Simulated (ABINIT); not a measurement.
**Run report: Ta, band-structure run (part 2 of 2)**

The same run, continued: Ta (Im-3m, 1 atom in the cell); Kohn-Sham DFT of a periodic cell, LDA, HGH LDA, no spin polarisation (ABINIT 10.8.3); cutoff 435.38 eV, 11×11×11 k-mesh, fermi-dirac of 0.05 eV. The structure derives from an entry of the Crystallography Open Database.

Geometry of the input (Å; fractional positions):
```
-1.6513  1.6513  1.6513
1.6513  -1.6513  1.6513
1.6513  1.6513  -1.6513
Ta 0.0000  0.0000  0.0000
```

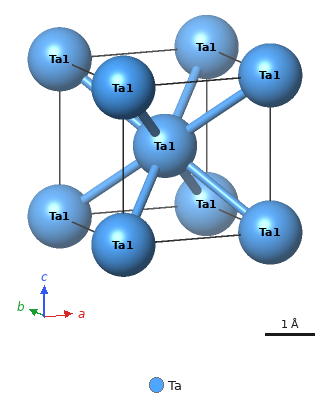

*The structure as given in the input (ball-and-stick view of the cell 2 times as large as that of the calculation, set on its symmetry axes, seen slightly off an axis; atoms are numbered from 1 in the order of the input).*

Log, continued
```
================================================================================
 Non-SCF case, kpt    1 (  0.00000  0.00000  0.00000), residuals and eigenvalues=
  4.10E-13  1.92E-14  2.56E-14  1.33E-13  1.08E-13  4.78E-13  1.73E-13  2.04E-13
  3.01E-13  8.76E-07  2.90E-05
 -2.0270E-01  1.1371E-01  1.1371E-01  1.1371E-01  2.4056E-01  2.4056E-01
  7.0111E-01  7.0111E-01  7.0111E-01  1.0551E+00  1.0551E+00
 Non-SCF case, kpt    2 (  0.07143 -0.07143  0.07143), residuals and eigenvalues=
  6.07E-14  1.49E-14  2.93E-13  1.71E-14  2.19E-13  7.68E-13  8.89E-13  7.31E-13
  3.13E-13  6.27E-08  1.03E-06
 -1.8692E-01  1.1207E-01  1.1207E-01  1.2200E-01  2.1488E-01  2.4998E-01
  7.3033E-01  7.3033E-01  7.3138E-01  9.1394E-01  1.0384E+00
 Non-SCF case, kpt    3 (  0.14286 -0.14286  0.14286), residuals and eigenvalues=
  1.77E-13  3.23E-13  8.20E-13  3.57E-13  1.70E-13  3.74E-13  7.22E-13  1.89E-13
  4.03E-13  3.25E-12  5.85E-13
 -1.4276E-01  1.1209E-01  1.1209E-01  1.4630E-01  1.5653E-01  2.7204E-01
  7.5623E-01  7.9949E-01  8.0904E-01  8.0904E-01  9.8726E-01
 Non-SCF case, kpt    4 (  0.21429 -0.21429  0.21429), residuals and eigenvalues=
  2.97E-13  4.78E-13  3.76E-13  8.82E-13  1.99E-13  7.30E-13  5.74E-13  2.92E-13
  8.49E-13  5.78E-12  1.75E-13
 -8.0935E-02  9.1819E-02  1.2333E-01  1.2333E-01  1.8475E-01  2.8358E-01
  6.6268E-01  8.5754E-01  8.5754E-01  8.7253E-01  9.6708E-01
 Non-SCF case, kpt    5 (  0.28571 -0.28571  0.28571), residuals and eigenvalues=
  2.33E-14  5.75E-14  7.23E-14  1.86E-13  4.10E-13  1.42E-13  1.36E-13  2.18E-13
  6.72E-13  3.82E-08  4.61E-04
 -2.5754E-02  3.4672E-02  1.5309E-01  1.5309E-01  2.3347E-01  2.7207E-01
  6.7114E-01  7.5292E-01  7.5292E-01  9.3589E-01  1.0966E+00
 Non-SCF case, kpt    6 (  0.35714 -0.35714  0.35714), residuals and eigenvalues=
  3.99E-14  1.08E-13  1.98E-14  2.61E-14  1.01E-13  3.89E-14  8.21E-14  1.22E-13
  2.83E-13  5.65E-08  2.96E-09
 -1.3541E-02 -8.7502E-03  2.0472E-01  2.0472E-01  2.8524E-01  2.9522E-01
  6.2524E-01  6.2524E-01  7.2856E-01  9.8590E-01  9.9643E-01
 Non-SCF case, kpt    7 (  0.42857 -0.42857  0.42857), residuals and eigenvalues=
  1.15E-13  1.75E-13  6.97E-13  8.82E-13  7.59E-13  3.74E-13  2.59E-13  2.83E-13
  6.35E-13  4.84E-07  1.32E-04
 -3.5632E-02 -3.3490E-02  2.7751E-01  2.7751E-01  3.2765E-01  3.6728E-01
  5.0133E-01  5.0133E-01  7.1108E-01  9.9390E-01  1.0191E+00
 Non-SCF case, kpt    8 (  0.50000 -0.50000  0.50000), residuals and eigenvalues=
  1.91E-13  4.34E-13  2.91E-13  1.83E-13  3.66E-13  1.79E-13  1.91E-13  6.27E-13
  5.72E-13  1.49E-09  1.14E-04
 -4.4714E-02 -4.4714E-02  3.4464E-01  3.4464E-01  3.4464E-01  4.1636E-01
  4.1636E-01  4.1636E-01  6.6502E-01  1.0308E+00  1.0309E+00
 Non-SCF case, kpt    9 (  0.40000 -0.40000  0.50000), residuals and eigenvalues=
  1.61E-13  2.97E-13  1.69E-13  2.52E-13  1.66E-13  6.33E-14  5.66E-13  8.06E-13
  3.62E-13  4.30E-07  9.71E-07
 -3.5588E-02 -3.3575E-02  2.6631E-01  2.6697E-01  3.4796E-01  4.1409E-01
  4.5723E-01  4.9149E-01  7.2026E-01  9.9795E-01  1.0108E+00
 Non-SCF case, kpt   10 (  0.30000 -0.30000  0.50000), residuals and eigenvalues=
  1.76E-13  1.44E-13  1.67E-13  6.90E-13  5.87E-13  8.76E-13  1.09E-13  7.39E-13
  2.05E-13  2.55E-09  1.43E-07
 -1.7264E-02 -1.0995E-03  1.7146E-01  1.7819E-01  3.5689E-01  4.0149E-01
  4.8751E-01  5.7812E-01  7.9786E-01  9.4553E-01  9.8780E-01
 Non-SCF case, kpt   11 (  0.20000 -0.20000  0.50000), residuals and eigenvalues=
  1.73E-14  3.56E-14  1.78E-13  2.70E-14  1.72E-14  1.32E-13  3.56E-13  2.13E-13
  7.97E-13  1.00E-09  4.75E-08
 -2.4128E-02  4.9505E-02  9.6109E-02  1.5724E-01  3.6699E-01  3.6846E-01
  5.0857E-01  6.4551E-01  7.3320E-01  9.2581E-01  1.0718E+00
 Non-SCF case, kpt   12 (  0.10000 -0.10000  0.50000), residuals and eigenvalues=
  2.14E-14  2.66E-13  1.15E-13  1.08E-13  4.62E-14  4.99E-13  9.24E-13  1.57E-13
  1.16E-13  6.52E-09  2.18E-04
 -5.5147E-02  4.8301E-02  1.1014E-01  2.0142E-01  3.1180E-01  3.7828E-01
  5.2388E-01  6.2262E-01  6.9058E-01  9.4961E-01  1.1471E+00
 Non-SCF case, kpt   13 (  0.00000  0.00000  0.50000), residuals and eigenvalues=
  8.63E-13  2.22E-13  1.51E-14  2.05E-13  1.45E-13  6.15E-13  3.17E-13  7.07E-13
  4.19E-13  2.74E-10  1.19E-04
 -6.9333E-02  3.1958E-02  1.4859E-01  2.3386E-01  2.7376E-01  3.8216E-01
  5.3030E-01  5.6737E-01  7.0720E-01  9.7577E-01  1.1301E+00
 Non-SCF case, kpt   14 (  0.00000  0.00000  0.40000), residuals and eigenvalues=
  9.90E-14  4.90E-13  4.66E-13  3.56E-13  2.71E-13  2.37E-13  1.17E-13  6.91E-13
  5.54E-13  6.27E-06  2.53E-04
 -7.2271E-02  3.8309E-02  1.1527E-01  2.3605E-01  2.6699E-01  3.3555E-01
  5.7410E-01  5.9320E-01  7.6561E-01  1.0084E+00  1.0528E+00
 Non-SCF case, kpt   15 (  0.00000  0.00000  0.30000), residuals and eigenvalues=
  1.26E-13  3.56E-14  7.08E-13  7.16E-13  5.02E-13  8.97E-13  6.05E-13  5.69E-13
  6.98E-13  4.63E-11  5.08E-09
 -9.6727E-02  5.6060E-02  8.5124E-02  2.2453E-01  2.5141E-01  2.5411E-01
  6.5802E-01  6.7608E-01  8.7872E-01  9.2234E-01  9.5173E-01
 Non-SCF case, kpt   16 (  0.00000  0.00000  0.20000), residuals and eigenvalues=
  2.68E-14  3.13E-14  3.77E-14  5.69E-13  9.17E-13  4.03E-13  1.00E-13  4.14E-13
  5.56E-13  4.18E-11  1.95E-09
 -1.4581E-01  8.0801E-02  9.5838E-02  1.7784E-01  2.1442E-01  2.4479E-01
  7.2007E-01  7.7552E-01  8.0849E-01  8.9376E-01  9.2779E-01
 Non-SCF case, kpt   17 (  0.00000  0.00000  0.10000), residuals and eigenvalues=
  9.65E-13  3.96E-13  4.26E-13  1.26E-14  5.59E-13  7.74E-13  3.25E-13  3.89E-13
  4.45E-13  1.61E-08  7.74E-07
 -1.8732E-01  1.0391E-01  1.1067E-01  1.3012E-01  2.2647E-01  2.4115E-01
  7.1473E-01  7.2973E-01  7.4166E-01  9.5799E-01  9.7853E-01
 Non-SCF case, kpt   18 (  0.00000  0.00000  0.00000), residuals and eigenvalues=
  4.10E-13  1.92E-14  2.56E-14  1.33E-13  1.08E-13  4.78E-13  1.73E-13  2.04E-13
  3.01E-13  8.76E-07  2.90E-05
 -2.0270E-01  1.1371E-01  1.1371E-01  1.1371E-01  2.4056E-01  2.4056E-01
  7.0111E-01  7.0111E-01  7.0111E-01  1.0551E+00  1.0551E+00
 Non-SCF case, kpt   19 (  0.04167  0.04167  0.04167), residuals and eigenvalues=
  2.50E-13  5.18E-13  5.61E-14  7.06E-14  1.00E-12  1.34E-13  1.15E-13  7.97E-13
  1.89E-13  2.25E-10  1.02E-04
 -1.8671E-01  1.0536E-01  1.0536E-01  1.3384E-01  2.3395E-01  2.3395E-01
  7.1164E-01  7.3802E-01  7.3802E-01  9.7979E-01  9.7994E-01
 Non-SCF case, kpt   20 (  0.08333  0.08333  0.08333), residuals and eigenvalues=
  1.91E-13  7.45E-14  6.90E-14  2.31E-13  4.59E-13  4.50E-13  6.28E-13  2.80E-13
  3.35E-13  7.88E-11  2.03E-13
 -1.4287E-01  8.0803E-02  8.0803E-02  1.9389E-01  2.3155E-01  2.3155E-01
  7.4323E-01  7.7388E-01  7.7388E-01  8.6753E-01  9.6575E-01
 Non-SCF case, kpt   21 (  0.12500  0.12500  0.12500), residuals and eigenvalues=
  5.79E-14  1.81E-13  5.60E-14  6.53E-13  6.99E-13  3.51E-13  3.34E-13  1.68E-13
  3.68E-13  1.70E-12  8.01E-06
 -8.1175E-02  5.2473E-02  5.2473E-02  2.4353E-01  2.4353E-01  2.8927E-01
  7.0126E-01  7.2194E-01  7.2194E-01  7.9587E-01  1.1009E+00
 Non-SCF case, kpt   22 (  0.16667  0.16667  0.16667), residuals and eigenvalues=
  1.25E-14  1.57E-13  7.32E-13  9.14E-14  1.40E-13  3.09E-13  7.23E-13  2.78E-13
  9.61E-14  2.02E-11  3.07E-05
 -1.4094E-02  3.5012E-02  3.5012E-02  2.6105E-01  2.6105E-01  4.0335E-01
  5.3310E-01  6.6363E-01  6.6363E-01  8.6954E-01  1.1048E+00
 Non-SCF case, kpt   23 (  0.20833  0.20833  0.20833), residuals and eigenvalues=
  1.45E-13  3.05E-13  6.82E-14  3.12E-13  3.09E-13  2.76E-13  2.60E-13  1.11E-13
  9.62E-13  3.19E-08  1.42E-04
  3.2832E-02  3.2832E-02  3.8171E-02  2.7480E-01  2.7480E-01  4.0312E-01
  5.0675E-01  6.1935E-01  6.1935E-01  9.6422E-01  1.1173E+00
 Non-SCF case, kpt   24 (  0.25000  0.25000  0.25000), residuals and eigenvalues=
  1.90E-13  1.73E-13  1.32E-13  7.32E-13  2.62E-13  5.99E-13  7.97E-13  7.08E-13
  3.18E-13  4.36E-07  5.77E-07
  4.1925E-02  4.1925E-02  4.1925E-02  2.7996E-01  2.7996E-01  3.5707E-01
  5.8304E-01  5.8304E-01  5.8304E-01  1.0799E+00  1.0799E+00
 Non-SCF case, kpt   25 (  0.29167  0.12500  0.29167), residuals and eigenvalues=
  3.00E-14  1.69E-13  3.61E-13  5.63E-13  1.23E-13  1.58E-14  7.44E-14  8.70E-13
  1.63E-13  3.40E-09  1.90E-09
  1.0619E-02  5.2484E-02  5.2484E-02  2.7387E-01  2.7387E-01  3.8178E-01
  5.5523E-01  5.5523E-01  6.5413E-01  1.0076E+00  1.0076E+00
 Non-SCF case, kpt   26 (  0.33333  0.00000  0.33333), residuals and eigenvalues=
  5.89E-14  1.16E-13  3.89E-13  2.33E-13  4.19E-14  5.56E-13  2.43E-13  7.18E-14
  2.20E-13  6.73E-12  3.08E-11
  1.9747E-05  5.1320E-02  5.1320E-02  2.5940E-01  2.5940E-01  4.1847E-01
  5.4658E-01  5.4658E-01  7.4532E-01  9.4429E-01  9.4429E-01
 Non-SCF case, kpt   27 (  0.37500 -0.12500  0.37500), residuals and eigenvalues=
  3.60E-14  7.64E-13  1.32E-13  3.06E-13  4.17E-13  5.56E-13  4.49E-13  3.90E-14
  8.40E-13  8.85E-11  4.78E-10
  2.9010E-02  2.9010E-02  3.5177E-02  2.5609E-01  2.5609E-01  4.4743E-01
  5.4042E-01  5.4042E-01  8.3751E-01  9.2013E-01  9.2013E-01
 Non-SCF case, kpt   28 (  0.41667 -0.25000  0.41667), residuals and eigenvalues=
  3.68E-14  3.84E-13  9.37E-13  3.38E-13  1.02E-13  1.20E-13  6.52E-13  8.87E-13
  9.64E-13  3.12E-13  1.00E-09
 -5.6521E-03 -5.6521E-03  1.1899E-01  2.7634E-01  2.7634E-01  4.6708E-01
  5.0743E-01  5.0743E-01  8.3305E-01  9.4890E-01  9.4890E-01
 Non-SCF case, kpt   29 (  0.45833 -0.37500  0.45833), residuals and eigenvalues=
  4.31E-13  7.41E-13  1.15E-14  7.00E-13  3.52E-13  9.48E-14  3.90E-13  8.84E-13
  1.10E-13  3.07E-10  3.61E-07
 -3.4093E-02 -3.4093E-02  2.4065E-01  3.1423E-01  3.1423E-01  4.5367E-01
  4.5367E-01  4.6339E-01  7.2537E-01  1.0028E+00  1.0028E+00
 Non-SCF case, kpt   30 (  0.50000 -0.50000  0.50000), residuals and eigenvalues=
  1.91E-13  4.34E-13  2.91E-13  1.83E-13  3.66E-13  1.79E-13  1.91E-13  6.27E-13
  5.72E-13  1.49E-09  1.14E-04
 -4.4714E-02 -4.4714E-02  3.4464E-01  3.4464E-01  3.4464E-01  4.1636E-01
  4.1636E-01  4.1636E-01  6.6502E-01  1.0308E+00  1.0309E+00

--- !ResultsGS
iteration_state: {dtset: 2, }
comment   : Summary of ground state results
lattice_vectors:
- [ -3.1204670,   3.1204670,   3.1204670, ]
- [  3.1204670,  -3.1204670,   3.1204670, ]
- [  3.1204670,   3.1204670,  -3.1204670, ]
lattice_lengths: [   5.40481,    5.40481,    5.40481, ]
lattice_angles: [109.471, 109.471, 109.471, ] # degrees, (23, 13, 12)
lattice_volume:   1.2153987E+02
convergence: {deltae:  0.000E+00, res2:  0.000E+00, residm:  9.996E-13, diffor:  0.000E+00, }
etotal    :  -5.10292871E+00
entropy   :   0.00000000E+00
fermie    :   8.88903338E-02
cartesian_stress_tensor: null
pressure_GPa: null
xred      :
- [  0.0000E+00,   0.0000E+00,   0.0000E+00, Ta]
cartesian_forces: null
force_length_stats: {min: null, max: null, mean: null, }
...

 Integrated electronic density in atomic spheres:
 ------------------------------------------------
 Atom  Sphere_radius  Integrated_density
    1        2.00000          1.75789004
================================================================================

 ----iterations are completed or convergence reached----

 Mean square residual over all n,k,spin=   33.942E-14; max=  99.959E-14
 reduced coordinates (array xred) for    1 atoms
       0.000000000000      0.000000000000      0.000000000000

 cartesian coordinates (angstrom) at end:
    1      0.00000000000000     0.00000000000000     0.00000000000000
 length scales=  1.889726125908  1.889726125908  1.889726125908 bohr
              =  1.000000000000  1.000000000000  1.000000000000 angstroms
 Eigenvalues (   eV  ) for nkpt=  30  k points:
 kpt#   1, nband= 11, wtk=  1.00000, kpt=  0.0000  0.0000  0.0000 (reduced coord)
  -5.51564    3.09421    3.09421    3.09421    6.54604    6.54604   19.07815   19.07815
  19.07815   28.71016   28.71070
 kpt#   2, nband= 11, wtk=  1.00000, kpt=  0.0714 -0.0714  0.0714 (reduced coord)
  -5.08635    3.04954    3.04954    3.31971    5.84731    6.80236   19.87319   19.87319
  19.90176   24.86953   28.25559
 kpt#   3, nband= 11, wtk=  1.00000, kpt=  0.1429 -0.1429  0.1429 (reduced coord)
  -3.88466    3.05019    3.05019    3.98101    4.25933    7.40258   20.57795   21.75530
  22.01507   22.01507   26.86482
 kpt#   4, nband= 11, wtk=  1.00000, kpt=  0.2143 -0.2143  0.2143 (reduced coord)
  -2.20235    2.49853    3.35606    3.35606    5.02719    7.71654   18.03232   23.33481
  23.33481   23.74262   26.31555
 kpt#   5, nband= 11, wtk=  1.00000, kpt=  0.2857 -0.2857  0.2857 (reduced coord)
  -0.70080    0.94346    4.16567    4.16567    6.35314    7.40346   18.26275   20.48798
  20.48798   25.46687   29.83888
 kpt#   6, nband= 11, wtk=  1.00000, kpt=  0.3571 -0.3571  0.3571 (reduced coord)
  -0.36848   -0.23810    5.57061    5.57061    7.76184    8.03332   17.01373   17.01373
  19.82506   26.82759   27.11426
 kpt#   7, nband= 11, wtk=  1.00000, kpt=  0.4286 -0.4286  0.4286 (reduced coord)
  -0.96960   -0.91132    7.55148    7.55148    8.91589    9.99413   13.64181   13.64181
  19.34951   27.04532   27.72977
 kpt#   8, nband= 11, wtk=  1.00000, kpt=  0.5000 -0.5000  0.5000 (reduced coord)
  -1.21673   -1.21673    9.37810    9.37810    9.37810   11.32966   11.32966   11.32966
  18.09609   28.04932   28.05167
 kpt#   9, nband= 11, wtk=  1.00000, kpt=  0.4000 -0.4000  0.5000 (reduced coord)
  -0.96841   -0.91362    7.24665    7.26470    9.46846   11.26798   12.44176   13.37422
  19.59919   27.15561   27.50656
 kpt#  10, nband= 11, wtk=  1.00000, kpt=  0.3000 -0.3000  0.5000 (reduced coord)
  -0.46978   -0.02992    4.66566    4.84882    9.71154   10.92523   13.26580   15.73133
  21.71077   25.72907   26.87950
 kpt#  11, nband= 11, wtk=  1.00000, kpt=  0.2000 -0.2000  0.5000 (reduced coord)
  -0.65655    1.34711    2.61526    4.27885    9.98639   10.02619   13.83889   17.56516
  19.95130   25.19260   29.16568
 kpt#  12, nband= 11, wtk=  1.00000, kpt=  0.1000 -0.1000  0.5000 (reduced coord)
  -1.50063    1.31433    2.99713    5.48102    8.48452   10.29356   14.25549   16.94241
  18.79157   25.84028   31.21519
 kpt#  13, nband= 11, wtk=  1.00000, kpt=  0.0000  0.0000  0.5000 (reduced coord)
  -1.88664    0.86962    4.04322    6.36356    7.44926   10.39899   14.43025   15.43888
  19.24377   26.55214   30.75158
 kpt#  14, nband= 11, wtk=  1.00000, kpt=  0.0000  0.0000  0.4000 (reduced coord)
  -1.96659    1.04244    3.13679    6.42317    7.26511    9.13088   15.62217   16.14170
  20.83337   27.43916   28.64891
 kpt#  15, nband= 11, wtk=  1.00000, kpt=  0.0000  0.0000  0.3000 (reduced coord)
  -2.63207    1.52547    2.31633    6.10980    6.84115    6.91482   17.90551   18.39699
  23.91115   25.09802   25.89794
 kpt#  16, nband= 11, wtk=  1.00000, kpt=  0.0000  0.0000  0.2000 (reduced coord)
  -3.96757    2.19872    2.60790    4.83928    5.83454    6.66100   19.59413   21.10307
  22.00002   24.32045   25.24658
 kpt#  17, nband= 11, wtk=  1.00000, kpt=  0.0000  0.0000  0.1000 (reduced coord)
  -5.09732    2.82748    3.01139    3.54064    6.16263    6.56193   19.44868   19.85699
  20.18146   26.06820   26.62716
 kpt#  18, nband= 11, wtk=  1.00000, kpt=  0.0000  0.0000  0.0000 (reduced coord)
  -5.51564    3.09421    3.09421    3.09421    6.54604    6.54604   19.07815   19.07815
  19.07815   28.71016   28.71070
 kpt#  19, nband= 11, wtk=  1.00000, kpt=  0.0417  0.0417  0.0417 (reduced coord)
  -5.08056    2.86705    2.86705    3.64194    6.36603    6.36603   19.36470   20.08262
  20.08262   26.66157   26.66560
 kpt#  20, nband= 11, wtk=  1.00000, kpt=  0.0833  0.0833  0.0833 (reduced coord)
  -3.88766    2.19876    2.19876    5.27598    6.30091    6.30091   20.22427   21.05832
  21.05832   23.60657   26.27947
 kpt#  21, nband= 11, wtk=  1.00000, kpt=  0.1250  0.1250  0.1250 (reduced coord)
  -2.20887    1.42787    1.42787    6.62667    6.62667    7.87143   19.08216   19.64496
  19.64496   21.65664   29.95717
 kpt#  22, nband= 11, wtk=  1.00000, kpt=  0.1667  0.1667  0.1667 (reduced coord)
  -0.38352    0.95272    0.95272    7.10364    7.10364   10.97580   14.50632   18.05840
  18.05840   23.66137   30.06228
 kpt#  23, nband= 11, wtk=  1.00000, kpt=  0.2083  0.2083  0.2083 (reduced coord)
   0.89340    0.89340    1.03868    7.47773    7.47773   10.96945   13.78949   16.85334
  16.85334   26.23769   30.40439
 kpt#  24, nband= 11, wtk=  1.00000, kpt=  0.2500  0.2500  0.2500 (reduced coord)
   1.14082    1.14082    1.14082    7.61797    7.61797    9.71636   15.86531   15.86531
  15.86531   29.38422   29.38423
 kpt#  25, nband= 11, wtk=  1.00000, kpt=  0.2917  0.1250  0.2917 (reduced coord)
   0.28896    1.42817    1.42817    7.45248    7.45248   10.38876   15.10853   15.10853
  17.79988   27.41692   27.41692
 kpt#  26, nband= 11, wtk=  1.00000, kpt=  0.3333  0.0000  0.3333 (reduced coord)
   0.00054    1.39648    1.39648    7.05864    7.05864   11.38726   14.87330   14.87330
  20.28107   25.69535   25.69535
 kpt#  27, nband= 11, wtk=  1.00000, kpt=  0.3750 -0.1250  0.3750 (reduced coord)
   0.78939    0.78939    0.95720    6.96868    6.96868   12.17532   14.70565   14.70565
  22.78973   25.03807   25.03807
 kpt#  28, nband= 11, wtk=  1.00000, kpt=  0.4167 -0.2500  0.4167 (reduced coord)
  -0.15380   -0.15380    3.23792    7.51956    7.51956   12.70990   13.80785   13.80785
  22.66839   25.82098   25.82098
 kpt#  29, nband= 11, wtk=  1.00000, kpt=  0.4583 -0.3750  0.4583 (reduced coord)
  -0.92771   -0.92771    6.54844    8.55057    8.55057   12.34494   12.34494   12.60952
  19.73833   27.28630   27.28631
 kpt#  30, nband= 11, wtk=  1.00000, kpt=  0.5000 -0.5000  0.5000 (reduced coord)
  -1.21673   -1.21673    9.37810    9.37810    9.37810   11.32966   11.32966   11.32966
  18.09609   28.04932   28.05167

== END DATASET(S) ==============================================================
================================================================================

 -outvars: echo values of variables after computation  --------
            acell      1.8897261259E+00  1.8897261259E+00  1.8897261259E+00 Bohr
           etotal1    -5.1029287078E+00
            fcart1    -0.0000000000E+00 -0.0000000000E+00 -0.0000000000E+00
            rprim     -1.6512800000E+00  1.6512800000E+00  1.6512800000E+00
                       1.6512800000E+00 -1.6512800000E+00  1.6512800000E+00
                       1.6512800000E+00  1.6512800000E+00 -1.6512800000E+00
           strten1     3.3917153365E-04  3.3917153365E-04  3.3917153365E-04
                       0.0000000000E+00  0.0000000000E+00  0.0000000000E+00
 Calculation completed.
```

Results in brief

- outcome: converged
- space group (tolerance 0.01 Å): Im-3m (229)
- electrons treated: 5
- free energy: −138.8578 eV
- Fermi energy: 2.419 eV
- gap on the k-point mesh: none (metallic)
- pressure: −9.98 GPa
- largest force (length of the vector): under 0.001 eV/Å
- wall time: 4.1 s
- peak memory: 0.11 GiB

Notes

Spin–orbit coupling is left out, which matters for Ta. The cell is under a tension of 10.0 GPa at this level, so it is not at its equilibrium volume.
